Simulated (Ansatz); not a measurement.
Consider CdSe.

Space group P6_3mc; the calculation finds a residual pressure of about 3 GPa at this fixed cell.

```yaml
crystal:
  lattice:
    - [4.30000, 0.00000, 0.00000]
    - [-2.15000, 3.72391, 0.00000]
    - [0.00000, 0.00000, 7.02000]
  atoms:
    - { symbol: Cd, position: [0.33333, 0.66667, 0.00000] }
    - { symbol: Cd, position: [0.66667, 0.33333, 0.50000] }
    - { symbol: Se, position: [0.33333, 0.66667, 0.38500] }
    - { symbol: Se, position: [0.66667, 0.33333, 0.88500] }
```

Computed with DFT PBE, scalar-relativistic, plane waves, PAW (Ansatz 0.2.0).

**What makes up the frontier states of this crystal?**

It is gapped, with a Kohn–Sham gap of 0.70 eV on the k-point mesh. The top of the valence band: Se 4p (95 %) by Löwdin projection on a minimal orbital set; in space Se about 80 % and Cd about 20 %. The bottom of the conduction band: Cd 5s (70 %) and Se 4s (25 %) by Löwdin projection on a minimal orbital set; in space Se about 50 % and Cd about 50 %. The two measures disagree here: the projection uses a minimal set of atomic orbitals, while the spatial cells share out diffuse density by volume.

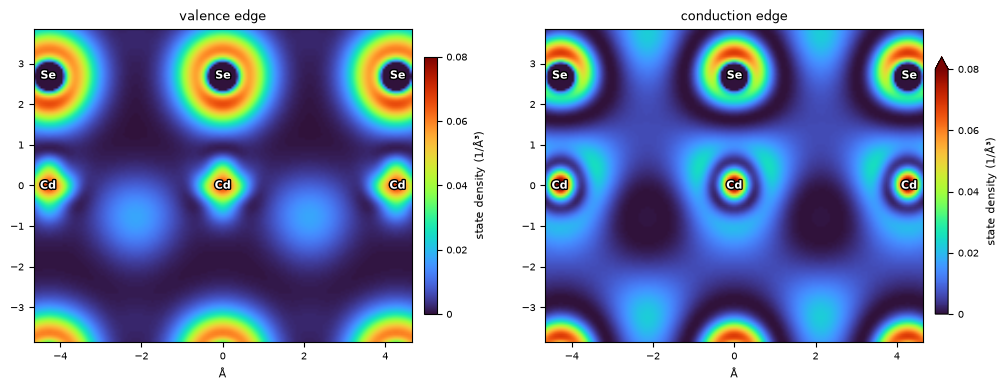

Computed densities of these states (windows −0.6 to 0.0 eV and +0.7 to +1.3 eV about the valence-band maximum) on the (100) plane of the conventional cell.

Core electrons are frozen (PAW), so the fields are smoothed inside the atomic spheres.
